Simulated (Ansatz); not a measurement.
System: Si.

Input file:

```
crystal:
  lattice:
    - [-1.5449467199, 1.5449467199, 1.5449467199]
    - [1.5449467199, -1.5449467199, 1.5449467199]
    - [1.5449467199, 1.5449467199, -1.5449467199]
  atoms:
    - { symbol: Si, position: [0.0, 0.0, 0.0] }
hamiltonian:
  xc: revpbe
  pseudopotentials:
    kind: paw
    azcp:
      Si: "pseudopotentials/Si.paw.azcp"
basis:
  ecutwfc: 420
  fft_grid_basis: typed
kpoints:
  mp_grid: { grid: [23, 23, 23], shift: [0, 0, 0] }
magnetization:
  spin_polarized: false
scf:
  occupations: { method: fermi_dirac, width: 0.1 }
output:
  write_density: true
  write_potential: true
  elf: true
  volumetric_format: npy
```

Below, planes, directions and counts refer to the conventional cell (a = 3.09 Å, b = 3.09 Å, c = 3.09 Å, α = 90.00°, β = 90.00°, γ = 90.00°).

Space group Im-3m; set up as Si, bcc; a generated structure, not necessarily the stable one.

All numbers below come from Ansatz 0.2.0, DFT, revPBE, plane waves (420 eV) with PAW, scalar-relativistic.

**What can the converged valence pseudo-density and electron localisation function tell about the bonding?**

Si–Si (2.68 Å): the density is about 0.31 e/Å³ at the midpoint; the ELF peaks at about 0.75 between the atoms.

**Does the calculation make it a metal, or give it a gap?**

It is gapless in this calculation (a metal or semimetal).

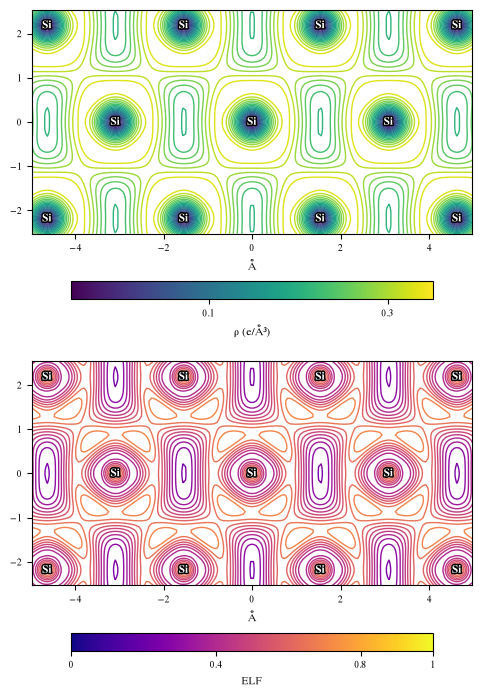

Computed valence pseudo-density and electron localisation function on the (011̄) plane of the conventional cell, in this order. 

The density is the valence pseudo-density of a PAW calculation; it isn't the true density close to the nuclei.
